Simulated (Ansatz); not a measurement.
System: a (101) slab cut from TaN (P6_3/mmc), of composition Ta₉N₈ (not the bulk's), ended by Ta planes, 17 atoms in the cell. Starting structure of the relaxation:

```cif
data_structure
_symmetry_space_group_name_H-M 'P 1'
_symmetry_Int_Tables_number 1
_cell_length_a 2.8895
_cell_length_b 6.5344
_cell_length_c 24.2054
_cell_angle_alpha 90.000
_cell_angle_beta 90.000
_cell_angle_gamma 102.774
_cell_volume 445.71
loop_
_atom_site_label
_atom_site_type_symbol
_atom_site_fract_x
_atom_site_fract_y
_atom_site_fract_z
_atom_site_occupancy
Ta1 Ta 0.57709 0.15419 0.30985 1
N1 N 0.73422 0.46844 0.34946 1
Ta2 Ta 0.36564 0.73128 0.35739 1
N2 N 0.99707 0.99413 0.36531 1
Ta3 Ta 0.15419 0.30838 0.40492 1
N3 N 0.31131 0.62263 0.44454 1
Ta4 Ta 0.94274 0.88547 0.45246 1
N4 N 0.57416 0.14832 0.46038 1
Ta5 Ta 0.73128 0.46257 0.50000 1
N5 N 0.88841 0.77682 0.53962 1
Ta6 Ta 0.51983 0.03966 0.54754 1
N6 N 0.15126 0.30251 0.55546 1
Ta7 Ta 0.30838 0.61676 0.59508 1
N7 N 0.46550 0.93101 0.63469 1
Ta8 Ta 0.09693 0.19385 0.64261 1
N8 N 0.72835 0.45670 0.65054 1
Ta9 Ta 0.88547 0.77095 0.69015 1
```

Level of theory: DFT PBEsol, scalar-relativistic, plane waves, PAW, no spin polarisation, 12×6×1 k mesh, Gaussian smearing of 0.1 eV; code Ansatz.

What does the potential across the slab give for the work function?

The work function is 4.27 eV, the same on both faces. The two vacuum levels agree, so the slab has no net dipole along its normal. The outermost atoms are 9.0 Å apart, which leaves 15.2 Å of vacuum in a cell 24.2 Å high.

The electron count is odd and the run has no spin polarisation, so a magnetic state may lie lower. Spin-orbit coupling is left out, which matters for Ta.

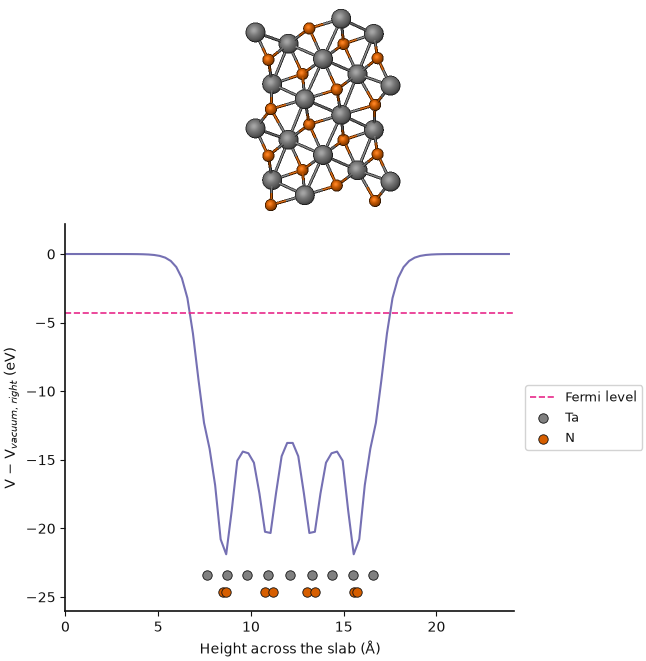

Plane-averaged electrostatic potential energy of an electron across the slab; circles at the bottom mark the heights of the atoms (positions after relaxation). The structure is drawn too.
